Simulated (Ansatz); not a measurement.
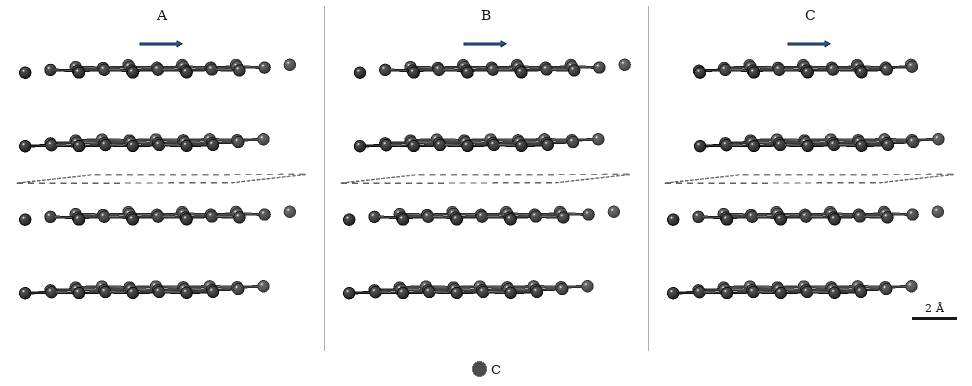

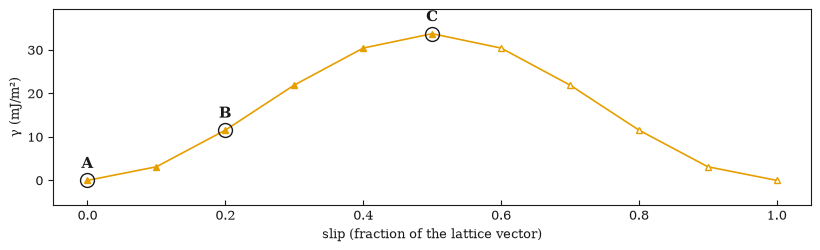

Crystalline C (P6_3/mmc): the crystal above a cut along the (0 0 1) plane of the conventional cell (between a plane of C below and one of C above, 3.37 Å apart) is slid rigidly by fractions of an in-plane lattice vector 2.46 Å long (a generalised stacking fault). One cut stands in each cell, which starts 13.5 Å high; nothing is relaxed, and the dashed outline marks the cut, the arrow on top the direction of slip. The lettered frames are marked on the plot. Hollow markers are points alike by symmetry, not computed again. The picture is a ball-and-stick view of the layers on both sides of the cut, seen from the side, nearly along the cut plane.

All numbers below come from Ansatz 0.2.0, DFT PBE+D3(BJ), scalar-relativistic, plane waves, PAW. Settings: plane-wave cutoff 420 eV; k-point mesh 22 × 22 × 4; occupations gaussian; smearing width 0.15 eV; no spin polarisation. Energies (free energies at the smearing named) are counted from the relaxed crystal.

What does the scan show?

Answer. The curve starts and ends at zero, since a full lattice vector restores the crystal. Its highest computed point is 33.8 mJ/m² at slip 0.50, which the unstable stacking-fault energy of this rigid path equals or slightly exceeds. No local minimum shows among the points, so there is no metastable fault on this line. The path is symmetric about half-way. Relaxation across the fault would lower the values.
